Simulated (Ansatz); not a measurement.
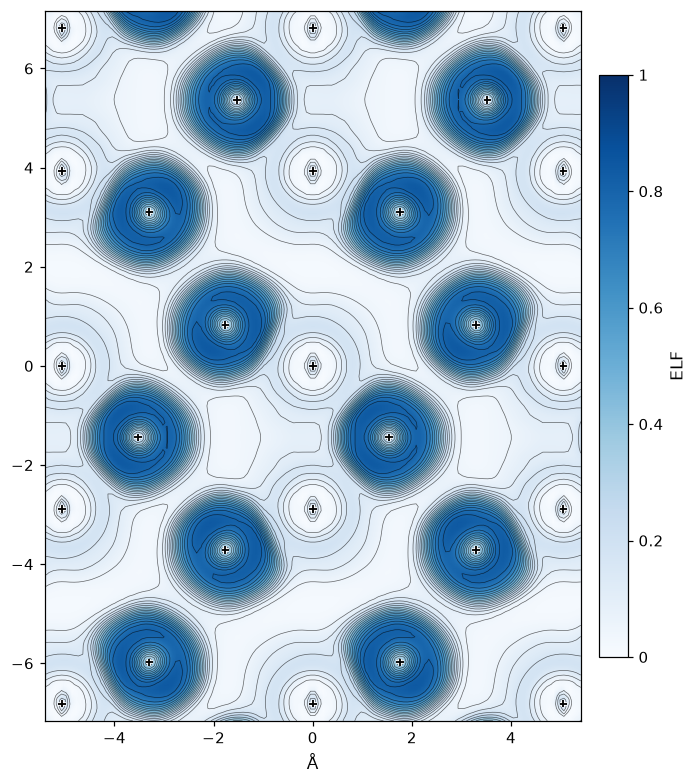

The electron localisation function on a plane through atoms (crosses mark nuclei in the plane).

The calculation used DFT PBE, scalar-relativistic, plane waves, PAW in Ansatz.

Candidates:
A. Ta, a = 3.20 Å, b = 3.20 Å, c = 3.40 Å, α = 90.00°, β = 90.00°, γ = 90.00°. Space group I4/mmm; changed on purpose from its base cell (strain -0.030 along x and y, +0.030 along z, atoms carried along); computed pressure about 10 GPa in this cell; computed without spin polarisation.
B. Ga$_{2}$O$_{3}$, a = 5.06 Å, b = 5.06 Å, c = 13.62 Å, α = 90.00°, β = 90.00°, γ = 120.00°. Space group R-3c.
C. Si, a = 3.84 Å, b = 3.84 Å, c = 5.02 Å, α = 90.00°, β = 90.00°, γ = 90.00°. Space group I4₁/amd; changed on purpose from its base cell (strain -0.0750 x Voigt [0, 1, 0, 0, 0, 0], atoms carried along); computed pressure about 11 GPa in this cell.

> Which candidate gave the map?

Candidate B: Ga$_{2}$O$_{3}$ on the (100) plane of the conventional cell, which holds Ga and O. Ga–O (1.95 Å): the ELF peaks at about 0.85 in the valence shell of O, 0.6 Å from its nucleus, and is about 0.35 at the midpoint. Ga–O (2.11 Å): the ELF peaks at about 0.85 in the valence shell of O, 0.6 Å from its nucleus, and is about 0.25 at the midpoint (no localised pair shows between them).
